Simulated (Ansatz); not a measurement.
**Mending a single-point calculation on Si**

System: Si (P6₃/mmc, 4 atoms in the cell).
Method of run 1: DFT, PBEsol, plane waves, PAW, no spin polarisation (Ansatz 0.2.0).

The structure derives from a Materials Project entry. Some settings of this run were made unusual or wrong on purpose. Text and figures count atoms from 1; the logs count them from 0 in places.

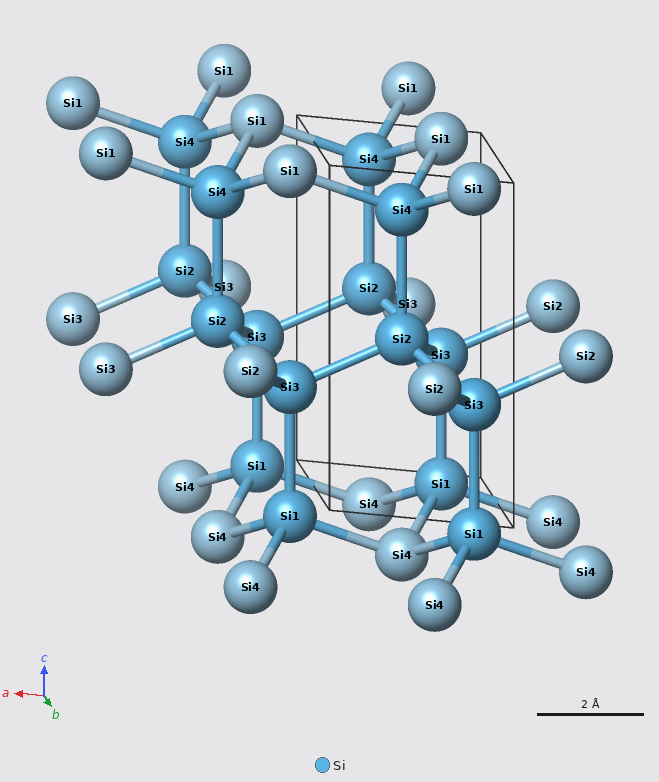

**Figure 1.** The structure as given in the input (ball-and-stick view of the cell of the calculation, repeated 2 × 2 × 1, seen at an oblique angle; neighbours outside the cell are drawn fainter; atoms are numbered from 1 in the order of the input).

### Input, run 1
```yaml
crystal:
  lattice:
    - [3.7115095052, 0.0, 0.0]
    - [-1.8557547526, 3.2142615179, 0.0]
    - [0.0, 0.0, 6.748056168]
  atoms:
    - { symbol: Si, position: [0.3333333333, 0.6666666667, 0.0630095] }
    - { symbol: Si, position: [0.6666666667, 0.3333333333, 0.5630095] }
    - { symbol: Si, position: [0.3333333333, 0.6666666667, 0.4369905] }
    - { symbol: Si, position: [0.6666666667, 0.3333333333, 0.9369905] }
basis:
  ecutwfc: 420
kpoints:
  mp_grid: { grid: [1, 1, 1] }
hamiltonian:
  xc: pbesol
scf:
  occupations: { method: gaussian, width: 0.03 }
  max_iter: 60
output:
  forces: true
  eigenvalues: true
  stress: true
```

Command:
```bash
ansatz run input.yaml --threads 1 --pin off --max-ram 2560MiB --backend cpu --events-out ev --progress --plain --runs-dir out
```

Hardware: 1 thread of AMD EPYC (Zen 3), 32 GiB of memory available, shared host.

### Output, shortened to warnings, some set-up lines, iterations and results (run 1)
```
Basis set: ecut = 420 eV, 1559 PW (Γ), exchange–correlation on 50×50×96 points (8 copies of the dense FFT grid, shifted against one another)
Symmetry: 24 space group operations
k-points: 1
Initial density: superposition of atomic densities (neutral atoms: chi_scale 0, normalization atom), corrected by the library's trained network
[...]
SCF iter   1: F=—  HF=-2465.319876 eV  |F-HF|=—  |Δ(HF+E_count)|=         —  Δρ=4.97e-2  dr2=1.66e0  ethr=1.77e-3  ⟨swp⟩=7.0  Hψ=91  notcnv=0
SCF iter   2: F=—  HF=-2464.914655 eV  |F-HF|=—  |Δ(HF+E_count)|=   4.05e-1  Δρ=2.17e-2  dr2=2.91e-1  ethr=1.77e-3  ⟨swp⟩=3.0  Hψ=31  notcnv=0
SCF iter   3: F=—  HF=-2464.866649 eV  |F-HF|=—  |Δ(HF+E_count)|=   4.80e-2  Δρ=1.53e-3  dr2=1.36e-3  ethr=1.77e-3  ⟨swp⟩=3.0  Hψ=24  notcnv=0
SCF iter   4: F=—  HF=-2464.867190 eV  |F-HF|=—  |Δ(HF+E_count)|=   5.41e-4  Δρ=9.04e-5  dr2=3.88e-6  ethr=8.53e-6  ⟨swp⟩=3.0  Hψ=21  notcnv=0
SCF iter   5: F=—  HF=-2464.867192 eV  |F-HF|=—  |Δ(HF+E_count)|=   1.38e-6  Δρ=1.42e-5  dr2=8.94e-8  ethr=2.43e-8  ⟨swp⟩=2.0  Hψ=20  notcnv=0
SCF iter   6: F=-2464.867192 eV  HF=-2464.867192 eV  |F-HF|=1.53e-10  |Δ(HF+E_count)|=   1.22e-7  Δρ=1.44e-6  dr2=1.74e-9  ethr=5.59e-10  ⟨swp⟩=5.0  Hψ=75  notcnv=0
SCF 1 converged in 6 iterations: F = -2464.867192 eV  dr2 = 1.74e-9
SCF converged after 6 iterations
Free energy (F): -2464.867192 eV
Harris-Foulkes:  -2464.867192 eV  (|F-HF|=1.53e-10)
Internal energy: -2464.867192 eV  (E = F + TS)
E sigma→0 (E₀):  -2464.867192 eV
Fermi energy:    7.336000 eV
--- Per-component energies (eV) ---
  E_band       = 46.340452
  E_kinetic    = 195.971724
  E_local      = -127.016501  (includes V_loc(G=0)·N_el)
  E_nonlocal   = 99.804142
  E_hartree    = 40.235827
  E_xc         = -219.245926
  E_vxc        = -188.767404  (∫ρ·V_xc dr)
  E_paw        = -1999.973781  (= ΣΔE_a)
  E_vpaw       = -14.123171  (= ΣTr[D̂ρ^β])
  E_aug_tail   = 0.000013  (compensation charges beyond the density's cutoff)
  E_ewald      = -454.768934
  E_core_change = 0.126243  (= ΣΔE_core)
  E_smearing   = -0.000000  (= −TS)
  E_closure    = -0.000000  (closes the sum)
  Σ components = -2464.867192   (vs F -2464.867192, Δ=0.00e0)
--- Forces (eV/Å), atoms counted from 1 ---
  atom   1  Si     0.00000000     0.00000000     0.22089104
  atom   2  Si    -0.00000000     0.00000000     0.22089104
  atom   3  Si     0.00000000    -0.00000000    -0.22089104
  atom   4  Si    -0.00000000    -0.00000000    -0.22089104
  max |Σ_I F_I| component: 2.78e-17 eV/Å
--- Stress (GPa, compression-positive) ---
       39.005942       0.000000      -0.000000
       -0.000000      39.005942       0.000000
       -0.000000       0.000000       1.805464
  P = ⅓ Tr σ = 26.6058 GPa (266.058 kbar)
```

What should be changed in this input?

Answer. The input was spoiled on purpose: one k-point for a small cell (`kpoints.mp_grid.grid`). One point cannot sample the zone of a small cell. The run converged all the same; its numbers are those of the faulty input and shouldn't be used.

A run of the same system that converges differs from this input as follows (lines with − go, lines with + come):
```diff
-  mp_grid: { grid: [1, 1, 1] }
+  mp_grid: { grid: [12, 12, 6] }
-  max_iter: 60
```

### Output, shortened to warnings, some set-up lines, iterations and results (run 2)
```
Basis set: ecut = 420 eV, 1559 PW (Γ), exchange–correlation on 50×50×96 points (8 copies of the dense FFT grid, shifted against one another)
Symmetry: 24 space group operations
k-points: 76 of 864
Initial density: superposition of atomic densities (neutral atoms: chi_scale 0, normalization atom), corrected by the library's trained network
[...]
SCF iter   1: F=—  HF=-2485.628731 eV  |F-HF|=—  |Δ(HF+E_count)|=         —  Δρ=2.31e-3  dr2=5.34e-3  ethr=1.77e-3  ⟨swp⟩=6.5  Hψ=6759  notcnv=0
SCF iter   2: F=—  HF=-2485.628295 eV  |F-HF|=—  |Δ(HF+E_count)|=   4.37e-4  Δρ=8.86e-4  dr2=6.17e-4  ethr=3.34e-5  ⟨swp⟩=2.5  Hψ=2113  notcnv=0
SCF iter   3: F=—  HF=-2485.628393 eV  |F-HF|=—  |Δ(HF+E_count)|=   9.78e-5  Δρ=1.55e-4  dr2=1.08e-5  ethr=3.86e-6  ⟨swp⟩=2.6  Hψ=1519  notcnv=0
SCF iter   4: F=—  HF=-2485.628354 eV  |F-HF|=—  |Δ(HF+E_count)|=   3.84e-5  Δρ=1.60e-5  dr2=1.85e-7  ethr=6.73e-8  ⟨swp⟩=2.3  Hψ=1467  notcnv=0
SCF iter   5: F=-2485.628354 eV  HF=-2485.628354 eV  |F-HF|=3.84e-9  |Δ(HF+E_count)|=   4.64e-8  Δρ=4.67e-6  dr2=9.80e-9  ethr=1.16e-9  ⟨swp⟩=2.6  Hψ=1513  notcnv=0
SCF iter   6: F=-2485.628354 eV  HF=-2485.628354 eV  |F-HF|=1.82e-12  |Δ(HF+E_count)|=   4.89e-9  Δρ=9.48e-7  dr2=4.61e-10  ethr=6.13e-11  ⟨swp⟩=1.8  Hψ=2989  notcnv=0
SCF 1 converged in 6 iterations: F = -2485.628354 eV  dr2 = 4.61e-10
SCF converged after 6 iterations
Free energy (F): -2485.628354 eV
Harris-Foulkes:  -2485.628354 eV  (|F-HF|=1.82e-12)
Internal energy: -2485.628354 eV  (E = F + TS)
E sigma→0 (E₀):  -2485.628354 eV
Fermi energy:    6.596343 eV
--- Per-component energies (eV) ---
  E_band       = 16.888213
  E_kinetic    = 161.164454
  E_local      = -112.640561  (includes V_loc(G=0)·N_el)
  E_nonlocal   = 104.375705
  E_hartree    = 30.528721
  E_xc         = -218.644863
  E_vxc        = -187.214005  (∫ρ·V_xc dr)
  E_paw        = -1995.769142  (= ΣΔE_a)
  E_vpaw       = -9.854726  (= ΣTr[D̂ρ^β])
  E_aug_tail   = 0.000023  (compensation charges beyond the density's cutoff)
  E_ewald      = -454.768934
  E_core_change = 0.126243  (= ΣΔE_core)
  E_smearing   = -0.000000  (= −TS)
  E_closure    = 0.000000  (closes the sum)
  Σ components = -2485.628354   (vs F -2485.628354, Δ=0.00e0)
--- Forces (eV/Å), atoms counted from 1 ---
  atom   1  Si     0.00000000    -0.00000000     0.73952150
  atom   2  Si    -0.00000000     0.00000000     0.73952150
  atom   3  Si     0.00000000    -0.00000000    -0.73952150
  atom   4  Si     0.00000000     0.00000000    -0.73952150
  max |Σ_I F_I| component: 3.33e-16 eV/Å
--- Stress (GPa, compression-positive) ---
        6.660394       0.000000       0.000000
        0.000000       6.660394      -0.000000
        0.000000      -0.000000     -11.590653
  P = ⅓ Tr σ = 0.5767 GPa (5.767 kbar)
```

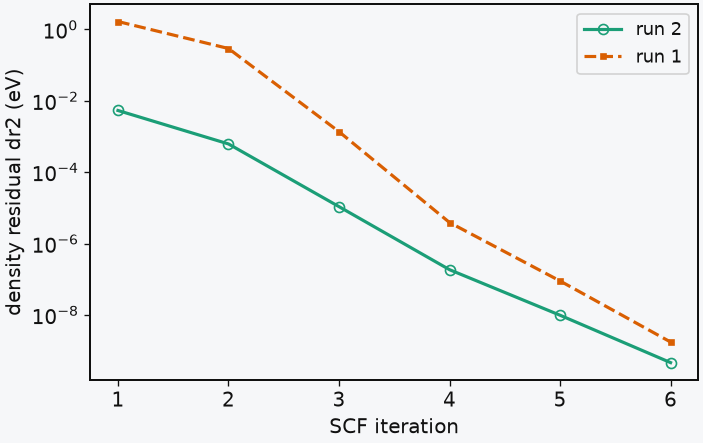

**Figure 2.** Convergence of the two runs: density residual dr2 against the SCF iteration. Run 2 takes 6 iterations in all, and run 1 takes 6.

### The two runs side by side

| quantity | run 1 | run 2 |
| --- | --- | --- |
| outcome | converged | converged |
| free energy per atom (eV) | −616.2168 | −621.4071 |
| gap on the mesh (eV) | 0.38 | 0.34 |
| pressure (GPa) | 26.61 | 0.58 |
| largest force (eV/Å) | 0.221 | 0.740 |
| SCF iterations | 6 | 6 |
| irreducible k-points | 1 | 76 |
| plane waves at Γ | 1559 | 1559 |
| wall time (shared host) | 0.66 s | 4.4 s |

The free energy of run 2 is 5190.3 meV per atom lower, which comes mainly from the change of mesh; a solver setting shouldn't move a converged energy. The gap on the mesh goes from 0.38 to 0.34 eV. The pressure goes from 26.61 to 0.58 GPa. The largest force goes from 0.221 to 0.740 eV/Å. The number of SCF iterations is the same. The irreducible k-points go from 1 to 76.
